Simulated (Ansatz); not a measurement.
SnO2: band-structure calculation

- system: SnO2 (P-3m1, 3 atoms in the cell)
- method: DFT PBE, scalar-relativistic, plane waves, PAW, no spin polarisation (Ansatz 0.2.0)

The structure was made by a generator, so it may or may not be a known phase. Figures and captions count atoms from 1; the log counts them from 0 in places.

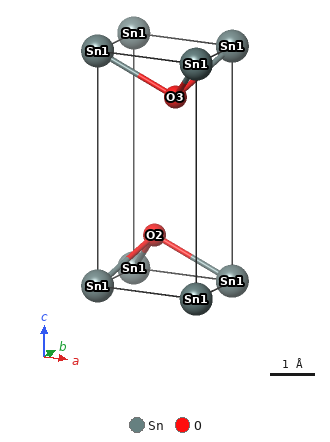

**Figure 1.** The structure as given in the input (ball-and-stick view of the cell of the calculation, seen slightly off an axis; atoms are numbered from 1 in the order of the input). An atom can appear more than once, as a periodic image. Near neighbours in the periodic cell (some may lie outside the picture): Sn has 6 O at 2.12 Å; O has 3 Sn at 2.12 Å.

### Results in brief

- outcome: converged
- space group (tolerance 0.01 Å): P-3m1 (164)
- electrons treated: 26
- free energy: −7158.5270 eV
- Fermi energy: 5.374 eV
- gap on the k-point mesh: 2.30 eV
- gap on the band path: 2.29 eV
- pressure: 0.02 GPa
- largest force (length of the vector): 0.001 eV/Å
- hardware: 1 thread of Arm Neoverse V1, 24 GiB of memory available, shared host
- wall time: 39 s
- peak memory: 0.41 GiB

### Input
```yaml
crystal:
  lattice:
    - [3.227795624, 0.0, 0.0]
    - [-1.613897812, 2.7953530086, 0.0]
    - [0.0, 0.0, 5.4898739544]
  atoms:
    - { symbol: Sn, position: [0.0, 0.0, 0.0] }
    - { symbol: O, position: [0.3333333333, 0.6666666667, 0.184288327] }
    - { symbol: O, position: [0.6666666667, 0.3333333333, 0.815711673] }
basis:
  ecutwfc: 420
kpoints:
  mp_grid: { grid: [12, 12, 6] }
  band_path:
    path:
      - [[0.0, 0.0, 0.0], [0.5, 0.0, 0.0], [0.33333333, 0.33333333, 0.0], [0.0, 0.0, 0.0], [0.0, 0.0, 0.5], [0.5, 0.0, 0.5], [0.33333333, 0.33333333, 0.5], [0.0, 0.0, 0.5]]
      - [[0.5, 0.0, 0.5], [0.5, 0.0, 0.0]]
      - [[0.33333333, 0.33333333, 0.5], [0.33333333, 0.33333333, 0.0]]
    npoints: 14
hamiltonian:
  xc: pbe
scf:
  occupations: { method: gaussian, width: 0.02 }
  n_extra_bands: 7
output:
  forces: true
  stress: true
  eigenvalues: true
  populations: true
  dos: { projected: true, de: 0.02, nscf_kmesh: { grid: [18, 18, 9] } }
  bader: true
  write_density: true
  write_potential: true
  elf: true
  volumetric_format: npy
```

Command:
```bash
ansatz run input.yaml --threads 1 --pin off --max-ram 2560MiB --backend cpu --events-out ev --progress --plain --runs-dir out
```

### Output
```
scf.n_extra_bands = 7 over 13 filled bands (N_el = 26.0): the run solves 20 bands
Engine: ansatz 0.2.0, aarch64-unknown-linux-gnu
Pseudopotentials: kind: paw
Pseudopotential: Sn, paw, valence charge 14, recommended cutoff 420 eV (normal), Sn.paw.azcp
Pseudopotential: O, paw, valence charge 6, recommended cutoff 420 eV (normal), O.paw.azcp
Functional definition: PBE
  parameter kappa = 0.804
  parameter beta = 0.06672455060314922
  exchange = pbe_x(kappa = kappa, mu = beta*pi^2/3)
  correlation = pbe_c(beta = beta)
Crystal: 3 atoms, lattice volume = 49.534 Å³
Basis set: ecut = 420 eV, 979 PW (Γ), exchange–correlation on 48×48×80 points (8 copies of the dense FFT grid, shifted against one another)
Bands: 20, of which v1, the nominal top of the filled ones, is band 13 counted from 1 (12 counted from 0)
Symmetry: 12 space group operations
Space group: P-3m1 (ITA 164), of the structure as read, at distance tolerance 3.7e-5 Å
k-points: 100 of 864
Non-local potential: Sn, projectors of the file, l = 0: 2, l = 1: 2, l = 2: 2, l = 3: 2
Non-local potential: O, projectors of the file, l = 0: 2, l = 1: 2, l = 2: 1
PAW form: soft (Blöchl's): semilocal exchange-correlation on the pseudo side does not see the compensation charge
PAW one-centre angular grid: Sn, 590 points (default); XC on 64 Gauss nodes
PAW one-centre angular grid: O, 110 points (default); XC on 64 Gauss nodes
Initial density: superposition of atomic densities (neutral atoms: chi_scale 0, normalization atom), corrected by the library's trained network
Initial wavefunctions: pseudopotential atomic-orbital guess
Functional: x = pbe(κ = 0.804, μ = 0.2195149727645171), c = pbe(β = 0.06672455060314922)
SCF iter   1: F=—  HF=-7158.527211 eV  |F-HF|=—  |Δ(HF+E_count)|=         —  Δρ=2.33e-3  dr2=1.68e-3  ethr=1.77e-3  ⟨swp⟩=6.2  Hψ=10825  notcnv=0
preconditioner: auto → none  [insulator: Δε(μ)=2.300 eV  Ē_g=21.683 eV  σ=0.020 eV  W_gap=1.00  n_scr=10 (ndim 8)  ℏωp=26.9 eV  f_vac=0.265  D(μ)=0.00/eV (n_scr^D=0)  ε∞_Penn≈2.5]
SCF iter   2: F=—  HF=-7158.526832 eV  |F-HF|=—  |Δ(HF+E_count)|=   3.78e-4  Δρ=1.07e-3  dr2=1.74e-4  ethr=6.47e-6  ⟨swp⟩=2.0  Hψ=4644  notcnv=0  defer=147
SCF iter   3: F=—  HF=-7158.526967 eV  |F-HF|=—  |Δ(HF+E_count)|=   1.35e-4  Δρ=3.81e-4  dr2=3.69e-5  ethr=6.70e-7  ⟨swp⟩=2.0  Hψ=3399  notcnv=0  defer=147
SCF iter   4: F=—  HF=-7158.527016 eV  |F-HF|=—  |Δ(HF+E_count)|=   4.82e-5  Δρ=2.12e-4  dr2=1.53e-5  ethr=1.42e-7  ⟨swp⟩=2.0  Hψ=2595  notcnv=0  defer=147
SCF iter   5: F=—  HF=-7158.527015 eV  |F-HF|=—  |Δ(HF+E_count)|=   1.11e-6  Δρ=3.51e-5  dr2=3.17e-7  ethr=5.90e-8  ⟨swp⟩=2.0  Hψ=2376  notcnv=0  defer=147
SCF iter   6: F=-7158.527015 eV  HF=-7158.527015 eV  |F-HF|=1.13e-8  |Δ(HF+E_count)|=   5.36e-7  Δρ=6.51e-6  dr2=9.75e-9  ethr=3.85e-10  ⟨swp⟩=13.2  Hψ=15037  notcnv=0
SCF 1 converged in 6 iterations: F = -7158.527015 eV  dr2 = 9.75e-9
  greatest PAW one-centre occupation: 0.996 electrons in one spin orbital (limit 2), on the Sn atom at site 0 (counted from 0), in its partial waves of l = 2
NSCF: frozen V_eff on 129 k-points
NSCF: frozen V_eff on 293 k-points
SCF converged after 6 iterations
Free energy (F): -7158.527015 eV
Harris-Foulkes:  -7158.527015 eV  (|F-HF|=1.13e-8)
Internal energy: -7158.527015 eV  (E = F + TS)
E sigma→0 (E₀):  -7158.527015 eV
Fermi energy:    5.373559 eV
--- Per-component energies (eV) ---
  E_band       = -178.245265
  E_kinetic    = 537.629617
  E_local      = -2548.517487  (includes V_loc(G=0)·N_el)
  E_nonlocal   = 66.360408
  E_hartree    = 1244.758017
  E_xc         = -526.993416
  E_vxc        = -281.137666  (∫ρ·V_xc dr)
  E_paw        = -4462.353007  (= ΣΔE_a)
  E_vpaw       = -442.101724  (= ΣTr[D̂ρ^β])
  E_aug_tail   = 0.004817  (compensation charges beyond the density's cutoff)
  E_ewald      = -1469.415964
  E_smearing   = -0.000000  (= −TS)
  E_closure    = -0.000000  (closes the sum)
  Σ components = -7158.527015   (vs F -7158.527015, Δ=0.00e0)
--- Forces (eV/Å), atoms counted from 1 ---
  atom   1  Sn     0.00000000     0.00000000     0.00000000
  atom   2  O     -0.00000000     0.00000000    -0.00069915
  atom   3  O     -0.00000000    -0.00000000     0.00069915
  max |Σ_I F_I| component: 3.70e-17 eV/Å
--- Stress (GPa, compression-positive) ---
        0.018389       0.000000      -0.000000
        0.000000       0.018389      -0.000000
       -0.000000       0.000000       0.022208
  P = ⅓ Tr σ = 0.0197 GPa (0.197 kbar)
--- Band table (eV; the first three rows and the last of 100) ---
  k-point 0: bands = ["-15.6619", "-15.4568", "-15.4568", "-15.2687", "-15.2687", "-13.5571", "-11.8473", "0.5856", "3.0543", "3.0543", "3.4819", "3.4819", "3.8971", "6.5237", "10.1164", "14.2639", "15.5359", "15.5359", "20.7785", "21.7573"]
  k-point 1: bands = ["-15.6618", "-15.4568", "-15.4568", "-15.2687", "-15.2687", "-13.5528", "-11.8541", "0.6226", "3.0530", "3.0530", "3.4843", "3.4843", "3.7644", "6.6920", "10.0634", "14.2895", "15.5325", "15.5325", "20.6319", "21.6852"]
  k-point 2: bands = ["-15.6617", "-15.4568", "-15.4568", "-15.2687", "-15.2687", "-13.5439", "-11.8680", "0.7015", "3.0494", "3.0494", "3.4883", "3.4883", "3.5225", "7.0146", "9.9419", "14.3521", "15.5250", "15.5250", "20.1446", "21.5511"]
  k-point 99: bands = ["-15.8750", "-15.8750", "-15.2910", "-15.2910", "-15.2670", "-11.3086", "-11.3086", "-2.0824", "0.6865", "0.6865", "1.6484", "4.1249", "4.1249", "10.4443", "13.6936", "14.5320", "14.5320", "17.0235", "17.0235", "19.5141"]
--- Löwdin populations: 3 sites ---
  site symbol       q [e]
     0     Sn     12.3172
     1      O      6.7691
     2      O      6.7691
  spilling = 0.005561 (of n_electrons = 26.000000)
--- Bader charges: 3 sites ---
  site symbol  charge [e]  shift [e]
     0     Sn      2.3598     0.0121
     1      O     -1.1799     0.0061
     2      O     -1.1799     0.0061
  estimated error of the sums over rays = 2.3e-4 e
```

### File bader_charges.tsv
```
# site	symbol	x_ang	y_ang	z_ang	partial_charge_e	electrons	volume_ang3	relative_density_drop	shared_charge_e	partial_wave_shift_e
# quadrature_error_electrons = 2.3e-4
0	Sn	0.0000	0.0000	0.0000	2.35975	47.64025	11.63	-	2.35975	0.01210
1	O	0.0000	1.8636	1.0117	-1.17987	9.17987	17.29	-	-1.17987	0.00605
2	O	1.6139	0.9318	4.4782	-1.17988	9.17988	17.29	-	-1.17988	0.00605
```

### File populations.tsv
```
# site	symbol	l	j	q
# orbitals = lowdin
# n_electrons = 26.000000
# spilling = 0.005561
0	Sn	0_5S	-	0.936057
0	Sn	1_5P	-	1.386227
0	Sn	2_4D	-	9.994965
1	O	0_2S	-	1.775550
1	O	1_2P	-	4.993530
2	O	0_2S	-	1.775550
2	O	1_2P	-	4.993530
```

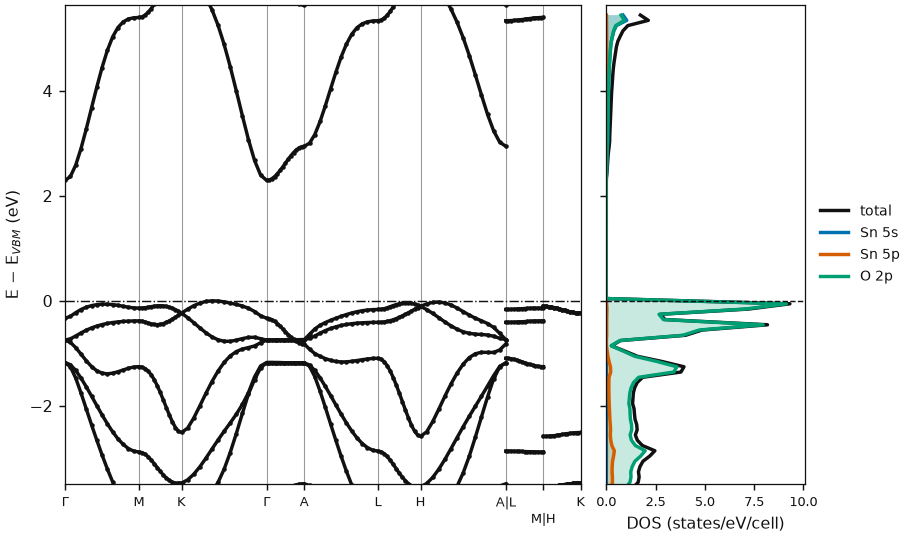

**Figure 2.** Band structure along Γ–M–K–Γ–A–L–H–A|L–M|H–K and density of states (projected on Löwdin-orthogonalised atomic shells), with energies from the valence-band top. There is a gap of 2.29 eV on this path, indirect, from between K and Γ to Γ.

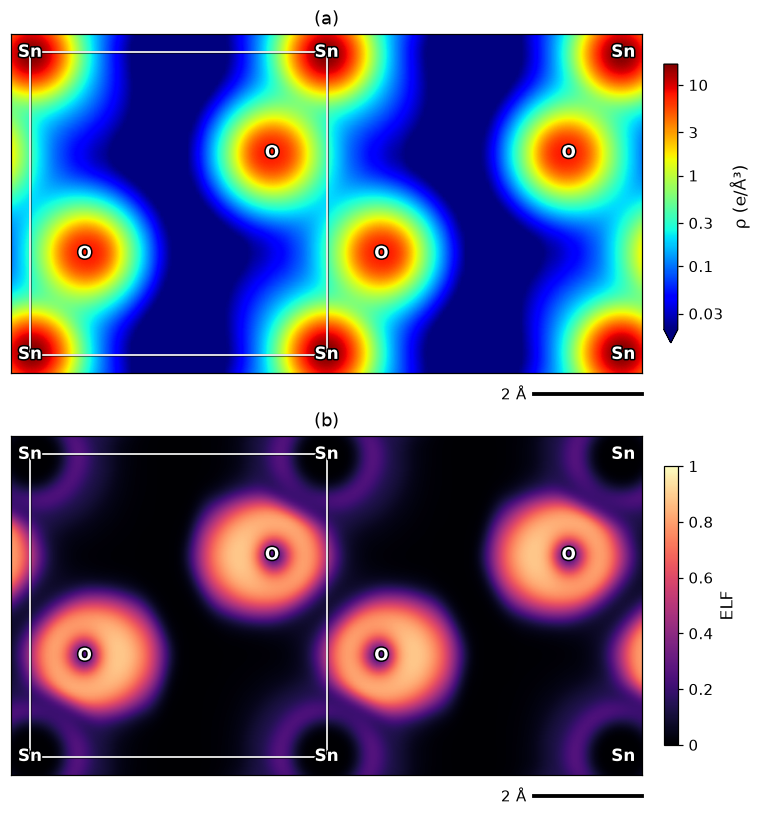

**Figure 3.** (a) valence charge density (pseudo); (b) ELF on the (110) plane of the conventional cell. The section cuts through Sn and O sites. Sn–O (2.12 Å): ρ is about 0.6 e/Å³ halfway; the ELF is about 0.25 at the midpoint. Away from the nuclei the density in this plane falls to 0.003 e/Å³ at its lowest. Core electrons are frozen (PAW), so the fields are smoothed inside the atomic spheres.

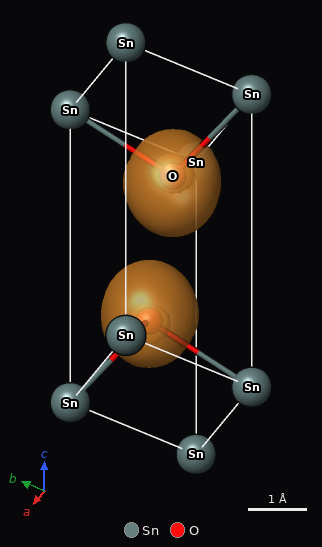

**Figure 4.** Isosurface of the electron localisation function at 0.7 (orange), seen at an oblique angle. Core shells and regions of very low density are left out. Sticks mark near contacts. The outline is the cell set on symmetry axes. Values along the shortest contacts: Sn–O (2.12 Å): the ELF is about 0.25 at the midpoint.

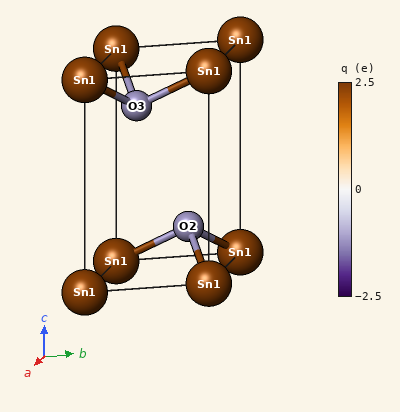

**Figure 5.** Bader charges, as the colour of each atom (ball-and-stick view of the cell of the calculation, seen slightly off an axis; atoms are numbered from 1 in the order of the input). By element: Sn +2.36 and O −1.18 e.
